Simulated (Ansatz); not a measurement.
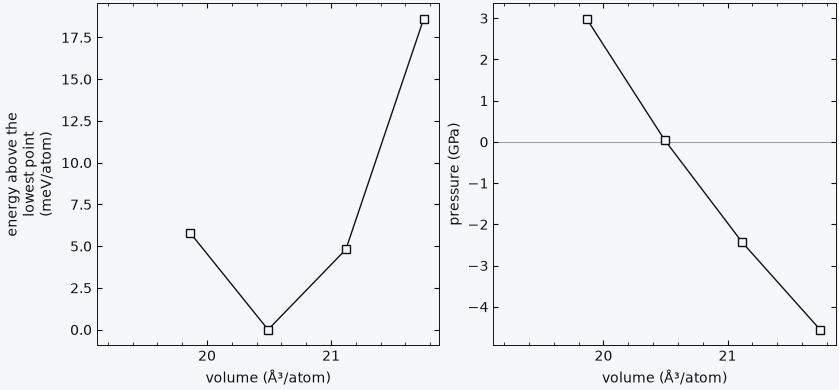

The figure shows the energy above the lowest point and pressure against volume for GaP, space group F-43m (No. 216) (one of a set of cubic test structures, which need not be the stable phase).

How it was computed, with Ansatz 0.2.0 development build: equation of state of a cubic crystal from periodic Kohn-Sham density functional theory without spin, third-order Birch-Murnaghan fit to the free energies; pressure corrected for the finite basis. Level: HSE06.

- structure type: zinc blende
- atoms in cell: 2
- space group number: 216
- lattice centring: face-centred primitive
- k mesh: 4×4×4
- occupation method: Fermi–Dirac
- occupation width: 0.05 eV
- wave cutoff: 1020 eV
- datasets: hand-made PAW
- density tolerance: 0 eV
- bands: 17
- density cutoff ratio: 5
- search for lower states: default
- exchange singularity: regularized

The point at volume 19.24 Å³/atom is left out of the plot. What does the calculation give there?

| volume (Å³/atom) | energy above the lowest point (meV/atom) | pressure (GPa) |
| --- | --- | --- |
| 19.24 | 24.0 | 6.4 |

Limits of the calculation: modest k-mesh, values are not fully converged in k.
